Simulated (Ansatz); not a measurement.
# twin(10-13) boundary in hcp Ru with Re (substitutional): structure and resistance

How much does the twin(10-13) boundary in hcp Ru with Re (substitutional) reflect electrons?

Main program and level: Ansatz 0.2.0; Ansatz plane-wave DFT, PBE, PAW files; relaxation of a bicrystal slab with its lowest layers held; PAW set soft_1, in the first sound run; inputs show where later runs differ.

**1. Starting point**

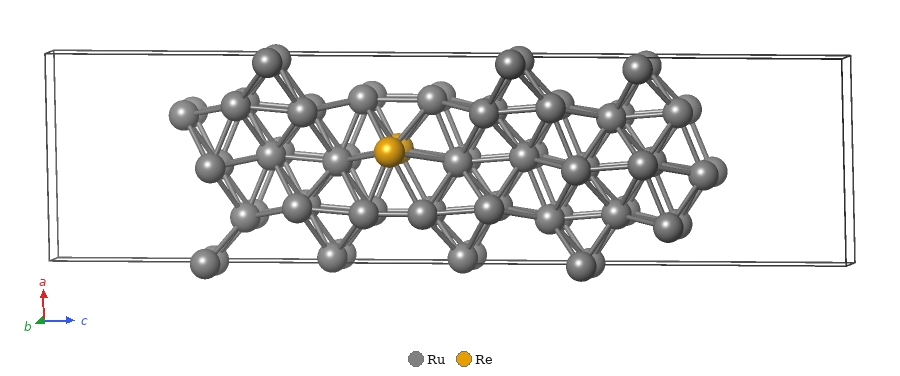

The starting structure, seen from the side, with the c axis across the page (ruthenium grey, rhenium orange). 1×2×1 cells are drawn.

The cell holds 33 atoms: 32 Ru and 1 Re. Its edges and angles: a = 8.342 Å, b = 2.706 Å, c = 31.616 Å, α = 90.0°, β = 90.0°, γ = 80.7°. It derives from Ru. built on the (1 0 3) plane; 1 overlapping atoms removed and the grains opened by 0.3 Å. Vacuum lies along c.

**2. Relaxing the bicrystal**

The boundary is built by mirroring the lower grain in the boundary plane and removing any atoms that overlap; then the Re is put in at the boundary. A thin bicrystal slab is relaxed first, with the lowest layers held and the upper grain free to shift and open.

File input.yaml:

```yaml
crystal:
  lattice:
    - [8.3417110409, 0.0, 0.0]
    - [0.4388400416, 2.669976228, 0.0]
    - [0.0, 0.0, 31.6163062302]
  atoms:
    - { symbol: Ru, position: [0.708785593, 0.1039405368, 0.1581462415] }
    - { symbol: Ru, position: [0.0061764829, 0.955245092, 0.1902757162] }
    - { symbol: Ru, position: [0.4656546609, 0.7255060029, 0.1967016111] }
    - { symbol: Ru, position: [0.7630455507, 0.576810558, 0.2288310859] }
    - { symbol: Ru, position: [0.2225237287, 0.3470714689, 0.2352569808] }
    - { symbol: Ru, position: [0.5199146185, 0.1983760241, 0.2673864555] }
    - { symbol: Ru, position: [0.9793927965, 0.968636935, 0.2738123504] }
    - { symbol: Ru, position: [0.2767836864, 0.8199414902, 0.3059418252] }
    - { symbol: Ru, position: [0.7362618643, 0.5902024011, 0.3123677201] }
    - { symbol: Ru, position: [0.0336527542, 0.4415069563, 0.3444971948] }
    - { symbol: Ru, position: [0.4931309322, 0.2117678672, 0.3509230898] }
    - { symbol: Ru, position: [0.790521822, 0.0630724224, 0.3830525645] }
    - { symbol: Ru, position: [0.25, 0.8333333333, 0.3894784594] }
    - { symbol: Re, position: [0.5473908898, 0.6846378885, 0.4216079341] }
    - { symbol: Ru, position: [0.25, 0.8333333333, 0.4632261833] }
    - { symbol: Ru, position: [0.790521822, 0.0630724224, 0.4696520783] }
    - { symbol: Ru, position: [0.4931309322, 0.2117678672, 0.501781553] }
    - { symbol: Ru, position: [0.0336527542, 0.4415069563, 0.5082074479] }
    - { symbol: Ru, position: [0.7362618643, 0.5902024011, 0.5403369226] }
    - { symbol: Ru, position: [0.2767836864, 0.8199414902, 0.5467628176] }
    - { symbol: Ru, position: [0.9793927965, 0.968636935, 0.5788922923] }
    - { symbol: Ru, position: [0.5199146185, 0.1983760241, 0.5853181872] }
    - { symbol: Ru, position: [0.2225237287, 0.3470714689, 0.6174476619] }
    - { symbol: Ru, position: [0.7630455507, 0.576810558, 0.6238735569] }
    - { symbol: Ru, position: [0.4656546609, 0.7255060029, 0.6560030316] }
    - { symbol: Ru, position: [0.0061764829, 0.955245092, 0.6624289265] }
    - { symbol: Ru, position: [0.708785593, 0.1039405368, 0.6945584013] }
    - { symbol: Ru, position: [0.2493074151, 0.3336796259, 0.7009842962] }
    - { symbol: Ru, position: [0.9519165252, 0.4823750707, 0.7331137709] }
    - { symbol: Ru, position: [0.4924383472, 0.7121141598, 0.7395396658] }
    - { symbol: Ru, position: [0.1950474574, 0.8608096046, 0.7716691406] }
    - { symbol: Ru, position: [0.7355692794, 0.0905486937, 0.7780950355] }
    - { symbol: Ru, position: [0.4381783896, 0.2392441385, 0.8102245102] }
kpoints:
  mp_grid: { grid: [3, 9, 1] }
hamiltonian:
  xc: pbe
  pseudopotentials: { kind: paw, azcp: { folder: soft_1 } }
scf:
  occupations: { method: fermi_dirac, width: 0.1 }
relax:
  f_tol: 0.03
  max_steps: 80
  constraints: [{ sites: [0, 1, 2, 3, 4, 5] }]
```

The run is started by

```bash
ansatz run input.yaml --threads 4 --pin off --max-ram 15360MiB --backend cpu --events-out ev --progress --plain --runs-dir out
```

Numbers of over 12 decimals in the logs are rounded to 6 here.

The program printed:

```text
Warning: crystal.symmetry: narrowed to the stabiliser of the k-point mesh — unitary ops 2 → 1; excluded 1 operation that carries a point of the 3×9×1 mesh (shift [0, 0, 0]) off the mesh (the run samples exactly the mesh kpoints.mp_grid names, as under crystal.symmetry.detect: false, and its converged state has the mesh's symmetry, not the crystal's; ε∞, the Born charges and the force constants of a linear response (`dielectric:` by the response, `phonons.method: dfpt`) are averaged over those of the crystal's operations that the state keeps within a tolerance, where `mesh_tensors`, `unaveraged_element` or `gamma_mean_max_change_ev_ang2` stands beside them; [rest of the remark cut]
Engine: ansatz 0.2.0, aarch64-unknown-linux-gnu
Pseudopotentials: kind: paw
Pseudopotential: Ru, paw, valence charge 16, recommended cutoff 420 eV (normal), soft_1/Ru.paw.azcp
Pseudopotential: Re, paw, valence charge 15, recommended cutoff 420 eV (normal), soft_1/Re.paw.azcp
Functional definition: PBE
  parameter kappa = 0.804
  parameter beta = 0.066725
  exchange = pbe_x(kappa = kappa, mu = beta*pi^2/3)
  correlation = pbe_c(beta = beta)
Crystal: 33 atoms, lattice volume = 704.164 Å³
Basis set: ecut = 420 eV, 13839 PW (Γ), exchange–correlation on 120×40×432 points (8 copies of the dense FFT grid, shifted against one another)
Bands: 317, of which v1, the nominal top of the filled ones, is band 264 counted from 1 (263 counted from 0)
Symmetry: 1 space group operations
k-points: 14 of 27 (time reversal used)
Non-local potential: Ru, projectors of the file, l = 0: 3, l = 1: 2, l = 2: 2, l = 3: 1
Non-local potential: Re, projectors of the file, l = 0: 3, l = 1: 2, l = 2: 2, l = 3: 1
PAW form: soft (Blöchl's): semilocal exchange-correlation on the pseudo side does not see the compensation charge
PAW one-centre angular grid: Ru, 590 points (default); XC on 64 Gauss nodes
PAW one-centre angular grid: Re, 590 points (default); XC on 64 Gauss nodes
Initial density: superposition of atomic densities (neutral atoms: chi_scale 0, normalization atom)
Initial wavefunctions: pseudopotential atomic-orbital guess
Functional: x = pbe(κ = 0.804, μ = 0.219515), c = pbe(β = 0.066725)
SCF iter   1: F=—  HF=-198999.040567 eV  |F-HF|=—  |Δ(HF+E_count)|=         —  Δρ=9.72e-2  dr2=2.14e2  ethr=3.10e-3  ⟨swp⟩=7.5  Hψ=17361  notcnv=0  defer=10
preconditioner: auto → LDOS  [metal: Δε(μ)=0.009 eV  Ē_g=4.950 eV  σ=0.100 eV  W_gap=0.02  n_scr=200 (ndim 8)  ℏωp=22.7 eV  f_vac=0.300  D(μ)=30.51/eV (n_scr^D=266)  β→1.0]
SCF iter   2: F=—  HF=-199001.318738 eV  |F-HF|=—  |Δ(HF+E_count)|=    2.28e0  Δρ=1.02e-1  dr2=1.09e2  ethr=3.10e-3  ⟨swp⟩=4.0  Hψ=12428  notcnv=0  defer=28
SCF iter   3: F=—  HF=-198977.342748 eV  |F-HF|=—  |Δ(HF+E_count)|=    2.40e1  Δρ=6.67e-3  dr2=7.69e-1  ethr=3.10e-3  ⟨swp⟩=3.0  Hψ=10692  notcnv=0  defer=40
SCF iter   4: F=—  HF=-198977.246009 eV  |F-HF|=—  |Δ(HF+E_count)|=   9.67e-2  Δρ=3.28e-3  dr2=1.57e-1  ethr=1.46e-4  ⟨swp⟩=3.4  Hψ=9810  notcnv=0  defer=38
SCF iter   5: F=—  HF=-198977.214286 eV  |F-HF|=—  |Δ(HF+E_count)|=   3.17e-2  Δρ=1.10e-3  dr2=2.32e-2  ethr=2.99e-5  ⟨swp⟩=2.1  Hψ=6597  notcnv=0  defer=38
SCF iter   6: F=—  HF=-198977.215366 eV  |F-HF|=—  |Δ(HF+E_count)|=   1.08e-3  Δρ=4.40e-4  dr2=2.26e-3  ethr=4.40e-6  ⟨swp⟩=2.0  Hψ=6249  notcnv=0  defer=38
SCF iter   7: F=—  HF=-198977.216930 eV  |F-HF|=—  |Δ(HF+E_count)|=   1.56e-3  Δρ=1.59e-4  dr2=9.92e-4  ethr=4.29e-7  ⟨swp⟩=2.9  Hψ=7816  notcnv=0  defer=38
SCF iter   8: F=—  HF=-198977.216900 eV  |F-HF|=—  |Δ(HF+E_count)|=   3.02e-5  Δρ=6.36e-5  dr2=8.50e-5  ethr=1.88e-7  ⟨swp⟩=2.2  Hψ=6394  notcnv=0  defer=38
SCF iter   9: F=-198977.216903 eV  HF=-198977.216916 eV  |F-HF|=1.24e-5  |Δ(HF+E_count)|=   1.60e-5  Δρ=3.15e-5  dr2=1.87e-5  ethr=4.27e-9  ⟨swp⟩=5.0  Hψ=15347  notcnv=0
SCF 1 converged in 9 iterations: F = -198977.216903 eV  dr2 = 1.87e-5
  greatest PAW one-centre occupation: 1.000 electrons in one spin orbital (limit 2), on the Re atom at site 13 (counted from 0), in its partial waves of l = 0
relax step   1: F+E_penalty+E_count = -198977.21690347 eV  Δ(F+E_penalty+E_count) = +0.000e0 eV  max|allowed force component| = 1.421e0 eV/Å  Δτ_max = 0.0000 Å  (9 SCF iters, dr2 threshold 2.25e-5 eV, accepted)
Initial density: handed on by an earlier stage of this run
Initial wavefunctions: those handed on with the density
iter 1 solved again at ethr=9.87e-4 eV; its pass at ethr=3.10e-3 eV (dr2=5.20e0 eV) is discarded
SCF iter   1: F=—  HF=-198977.793090 eV  |F-HF|=—  |Δ(HF+E_count)|=         —  Δρ=1.21e-2  dr2=5.30e0  ethr=9.87e-4  ⟨swp⟩=1.0  Hψ=15461  notcnv=0  defer=19
preconditioner: auto → LDOS  [metal: Δε(μ)=0.013 eV  Ē_g=4.561 eV  σ=0.100 eV  W_gap=0.03  n_scr=200 (ndim 8)  ℏωp=22.7 eV  f_vac=0.304  D(μ)=33.61/eV (n_scr^D=294)  β→1.0]
SCF iter   2: F=—  HF=-198977.692980 eV  |F-HF|=—  |Δ(HF+E_count)|=   1.00e-1  Δρ=5.93e-3  dr2=4.87e-1  ethr=9.87e-4  ⟨swp⟩=2.1  Hψ=6911  notcnv=0  defer=19
SCF iter   3: F=—  HF=-198977.630124 eV  |F-HF|=—  |Δ(HF+E_count)|=   6.29e-2  Δρ=2.98e-3  dr2=1.48e-1  ethr=9.23e-5  ⟨swp⟩=3.0  Hψ=9609  notcnv=0  defer=19
SCF iter   4: F=—  HF=-198977.590984 eV  |F-HF|=—  |Δ(HF+E_count)|=   3.91e-2  Δρ=5.63e-4  dr2=2.78e-3  ethr=2.82e-5  ⟨swp⟩=2.0  Hψ=6412  notcnv=0  defer=19
SCF iter   5: F=—  HF=-198977.591742 eV  |F-HF|=—  |Δ(HF+E_count)|=   7.58e-4  Δρ=1.23e-4  dr2=1.82e-4  ethr=5.28e-7  ⟨swp⟩=3.0  Hψ=9422  notcnv=0  defer=32
SCF iter   6: F=-198977.591768 eV  HF=-198977.591764 eV  |F-HF|=3.80e-6  |Δ(HF+E_count)|=   2.20e-5  Δρ=5.05e-5  dr2=2.51e-5  ethr=1.90e-8  ⟨swp⟩=2.9  Hψ=16439  notcnv=0
SCF 2 converged in 6 iterations: F = -198977.591768 eV  dr2 = 2.51e-5
relax step   2: F+E_penalty+E_count = -198977.59176780 eV  Δ(F+E_penalty+E_count) = -3.749e-1 eV  max|allowed force component| = 1.062e0 eV/Å  Δτ_max = 0.1967 Å  (6 SCF iters, dr2 threshold 1.00e-4 eV, accepted)
SCF iter   1: F=—  HF=-198977.786557 eV  |F-HF|=—  |Δ(HF+E_count)|=         —  Δρ=6.24e-3  dr2=1.31e0  ethr=2.91e-3  ⟨swp⟩=4.0  Hψ=8731  notcnv=0  defer=32
preconditioner: auto → LDOS  [metal: Δε(μ)=0.005 eV  Ē_g=4.564 eV  σ=0.100 eV  W_gap=0.01  n_scr=200 (ndim 8)  ℏωp=22.7 eV  f_vac=0.305  D(μ)=33.64/eV (n_scr^D=302)  β→1.0]
SCF iter   2: F=—  HF=-198977.754730 eV  |F-HF|=—  |Δ(HF+E_count)|=   3.18e-2  Δρ=3.10e-3  dr2=1.06e-1  ethr=2.49e-4  ⟨swp⟩=2.6  Hψ=7281  notcnv=0  defer=32
SCF iter   3: F=—  HF=-198977.737898 eV  |F-HF|=—  |Δ(HF+E_count)|=   1.68e-2  Δρ=1.56e-3  dr2=3.21e-2  ethr=2.00e-5  ⟨swp⟩=3.1  Hψ=9771  notcnv=0  defer=32
SCF iter   4: F=—  HF=-198977.730517 eV  |F-HF|=—  |Δ(HF+E_count)|=   7.38e-3  Δρ=2.35e-4  dr2=8.62e-4  ethr=6.10e-6  ⟨swp⟩=2.5  Hψ=7040  notcnv=0  defer=32
SCF iter   5: F=—  HF=-198977.730452 eV  |F-HF|=—  |Δ(HF+E_count)|=   6.59e-5  Δρ=6.82e-5  dr2=9.75e-5  ethr=1.63e-7  ⟨swp⟩=2.9  Hψ=8432  notcnv=0  defer=32
SCF iter   6: F=-198977.730454 eV  HF=-198977.730461 eV  |F-HF|=6.70e-6  |Δ(HF+E_count)|=   9.35e-6  Δρ=2.79e-5  dr2=1.20e-5  ethr=1.34e-8  ⟨swp⟩=4.6  Hψ=13978  notcnv=0
SCF 3 converged in 6 iterations: F = -198977.730454 eV  dr2 = 1.20e-5
relax step   3: F+E_penalty+E_count = -198977.73045419 eV  Δ(F+E_penalty+E_count) = -1.387e-1 eV  max|allowed force component| = 1.244e-1 eV/Å  Δτ_max = 0.0910 Å  (6 SCF iters, dr2 threshold 7.05e-5 eV, accepted)
[...]
relax step   4: F+E_penalty+E_count = -198977.73405556 eV  Δ(F+E_penalty+E_count) = -3.601e-3 eV  max|allowed force component| = 5.806e-2 eV/Å  Δτ_max = 0.0116 Å  (5 SCF iters, dr2 threshold 9.67e-7 eV, accepted)
SCF iter   1: F=—  HF=-198977.733996 eV  |F-HF|=—  |Δ(HF+E_count)|=         —  Δρ=3.86e-4  dr2=1.64e-3  ethr=3.21e-6  ⟨swp⟩=2.5  Hψ=8028  notcnv=0  defer=32
preconditioner: auto → LDOS  [metal: Δε(μ)=0.004 eV  Ē_g=4.562 eV  σ=0.100 eV  W_gap=0.01  n_scr=200 (ndim 8)  ℏωp=22.7 eV  f_vac=0.305  D(μ)=33.60/eV (n_scr^D=294)  β→1.0]
SCF iter   2: F=—  HF=-198977.733916 eV  |F-HF|=—  |Δ(HF+E_count)|=   7.94e-5  Δρ=1.90e-4  dr2=2.90e-4  ethr=3.11e-7  ⟨swp⟩=2.1  Hψ=8475  notcnv=0  defer=32
SCF iter   3: F=—  HF=-198977.733863 eV  |F-HF|=—  |Δ(HF+E_count)|=   5.37e-5  Δρ=7.45e-5  dr2=7.83e-5  ethr=5.50e-8  ⟨swp⟩=3.0  Hψ=8846  notcnv=0  defer=32
SCF iter   4: F=—  HF=-198977.735004 eV  |F-HF|=—  |Δ(HF+E_count)|=   1.14e-3  Δρ=2.22e-5  dr2=3.85e-6  ethr=1.49e-8  ⟨swp⟩=2.9  Hψ=8120  notcnv=0  defer=32
SCF iter   5: F=—  HF=-198977.735003 eV  |F-HF|=—  |Δ(HF+E_count)|=   7.51e-7  Δρ=5.64e-6  dr2=2.23e-7  ethr=7.31e-10  ⟨swp⟩=2.5  Hψ=8060  notcnv=0  defer=32
SCF iter   6: F=-198977.735003 eV  HF=-198977.735003 eV  |F-HF|=2.33e-8  |Δ(HF+E_count)|=   1.11e-7  Δρ=2.40e-6  dr2=7.47e-8  ethr=1.90e-11  ⟨swp⟩=5.0  Hψ=16001  notcnv=0
SCF 5 converged in 6 iterations: F = -198977.735003 eV  dr2 = 7.47e-8
relax step   5: F+E_penalty+E_count = -198977.73500316 eV  Δ(F+E_penalty+E_count) = -9.476e-4 eV  max|allowed force component| = 1.495e-2 eV/Å  Δτ_max = 0.0097 Å  (6 SCF iters, accepted)
SCF converged after 6 iterations
Free energy (F): -198977.735003 eV
Harris-Foulkes:  -198977.735003 eV  (|F-HF|=2.33e-8)
Internal energy: -198976.620919 eV  (E = F + TS)
E sigma→0 (E₀):  -198977.177961 eV
Entropy (-TS):   -1.114084 eV (-33.760 meV/atom)
Fermi energy:    13.264093 eV
--- Per-component energies (eV) ---
  E_band       = -7125.177442
  E_kinetic    = 15217.302958
  E_local      = -702748.860511  (includes V_loc(G=0)·N_el)
  E_nonlocal   = 13304.216700
  E_hartree    = 341779.111037
  E_xc         = -5777.617560
  E_vxc        = -7143.464079  (∫ρ·V_xc dr)
  E_paw        = -120758.052912  (= ΣΔE_a)
  E_vpaw       = -9312.619582  (= ΣTr[D̂ρ^β])
  E_aug_tail   = 0.020362  (compensation charges beyond the density's cutoff)
  E_ewald      = 260007.259006
  E_smearing   = -1.114084  (= −TS)
  E_closure    = -0.000000  (closes the sum)
  Σ components = -198977.735003   (vs F -198977.735003, Δ=0.00e0)
--- Forces (eV/Å), atoms counted from 1 ---
  atom   1  Ru    -0.15953143     0.03152210     0.95794250
  atom   2  Ru    -0.48353235     0.07268785     0.66765830
  atom   3  Ru     0.61162938    -0.10574245     0.38350173
  atom   4  Ru     0.04406600    -0.00447182    -0.83808327
  atom   5  Ru     0.30501140    -0.04806039    -0.86263569
  atom   6  Ru    -0.31991366     0.05413995    -0.32187796
  atom   7  Ru     0.00081162    -0.00012307     0.00349198
  atom   8  Ru    -0.00220791     0.00036298     0.00456096
  atom   9  Ru     0.00407120    -0.00073253     0.00207576
  atom  10  Ru    -0.00433465     0.00066086    -0.00545099
  atom  11  Ru     0.00398167    -0.00074243     0.00330970
  atom  12  Ru    -0.00358448     0.00072518     0.00024013
  atom  13  Ru     0.00414226    -0.00097378     0.00198621
  atom  14  Re    -0.00064705     0.00013371    -0.00693818
  atom  15  Ru    -0.00170008     0.00063605     0.00684038
  atom  16  Ru     0.00026141     0.00002758    -0.00055317
  atom  17  Ru    -0.00363709     0.00071478     0.00516914
  atom  18  Ru     0.00036618    -0.00021540     0.00685043
  atom  19  Ru     0.00039237    -0.00003374    -0.00381121
  atom  20  Ru     0.00405217    -0.00064673    -0.00410262
  atom  21  Ru     0.00054720    -0.00003849    -0.00336883
  atom  22  Ru     0.00220200    -0.00047879    -0.00151187
  atom  23  Ru    -0.00484529     0.00076846     0.00164187
  atom  24  Ru    -0.00146545     0.00032103     0.00108911
  atom  25  Ru     0.00115383    -0.00023403     0.00141006
  atom  26  Ru     0.00332355    -0.00055866    -0.00035645
  atom  27  Ru    -0.00098056     0.00022187     0.00598466
  atom  28  Ru    -0.00063013     0.00013749    -0.00313829
  atom  29  Ru    -0.00237827     0.00059297     0.00318212
  atom  30  Ru     0.00387375    -0.00063762     0.01494828
  atom  31  Ru     0.01059224    -0.00198136     0.00171879
  atom  32  Ru     0.00382241    -0.00066629    -0.01064094
  atom  33  Ru    -0.01486676     0.00264673    -0.01103604
  max |Σ_I F_I| component: 9.66e-5 eV/Å
--- Relaxed structure (5 steps of the walk, 5 accepted, 0 SCFs on fresh bases) ---
  F+E_penalty+E_count = -198977.73500316 eV   max|allowed force component| = 1.495e-2 eV/Å
  atoms:
    - { symbol: Ru, position: [0.708786, 0.103941, 0.158146] }
    - { symbol: Ru, position: [0.00617648, 0.955245, 0.1902757162] }
    - { symbol: Ru, position: [0.4656546609, 0.725506, 0.196702] }
    - { symbol: Ru, position: [0.763046, 0.576811, 0.228831] }
    - { symbol: Ru, position: [0.222524, 0.347071, 0.235257] }
    - { symbol: Ru, position: [0.5199146185, 0.198376, 0.267386] }
    - { symbol: Ru, position: [0.977878, 0.969290, 0.272717] }
    - { symbol: Ru, position: [0.276776, 0.819939, 0.305093] }
    - { symbol: Ru, position: [0.733932, 0.591149, 0.312893] }
    - { symbol: Ru, position: [0.029014, 0.443653, 0.344315] }
    - { symbol: Ru, position: [0.489229, 0.213326, 0.353341] }
    - { symbol: Ru, position: [0.791162, 0.062697, 0.383198] }
    - { symbol: Ru, position: [0.240481, 0.837714, 0.388643] }
    - { symbol: Re, position: [0.553057, 0.681827, 0.424789] }
    - { symbol: Ru, position: [0.240269, 0.838106, 0.461700] }
    - { symbol: Ru, position: [0.787616, 0.064581, 0.467037] }
    - { symbol: Ru, position: [0.488408, 0.214163, 0.496406] }
    - { symbol: Ru, position: [0.027751, 0.445073, 0.505391] }
    - { symbol: Ru, position: [0.733168, 0.592120, 0.537223] }
    - { symbol: Ru, position: [0.276237, 0.820637, 0.545546] }
    - { symbol: Ru, position: [0.978187, 0.969600, 0.576194] }
    - { symbol: Ru, position: [0.517459, 0.200228, 0.582739] }
    - { symbol: Ru, position: [0.218683, 0.349238, 0.615961] }
    - { symbol: Ru, position: [0.762640, 0.577657, 0.621181] }
    - { symbol: Ru, position: [0.464787, 0.726527, 0.654293] }
    - { symbol: Ru, position: [0.0048707, 0.956353, 0.660919] }
    - { symbol: Ru, position: [0.707455, 0.105145, 0.692721] }
    - { symbol: Ru, position: [0.247066, 0.335490, 0.699410] }
    - { symbol: Ru, position: [0.953125, 0.482344, 0.733514] }
    - { symbol: Ru, position: [0.493556, 0.712405, 0.738671] }
    - { symbol: Ru, position: [0.200755, 0.858450, 0.768383] }
    - { symbol: Ru, position: [0.732271, 0.092793, 0.773614] }
    - { symbol: Ru, position: [0.432971, 0.242969, 0.805518] }
```

Run time: 10 min. Hardware: 4 threads of Arm Neoverse V1, shared host; peak memory 5.1 GiB; 41 min of CPU time.

(Part 1 of 2 ends here.)

[Logs are printed without paths, hosts, clocks, repeated set-up lines and the standing remarks that a program may print on its own settings, such as how far it seeks lower states.]

[Hosts, paths, dates, database ids (printed as entryN), source tags and the programs' standing remarks are cut or masked in the printed files.]
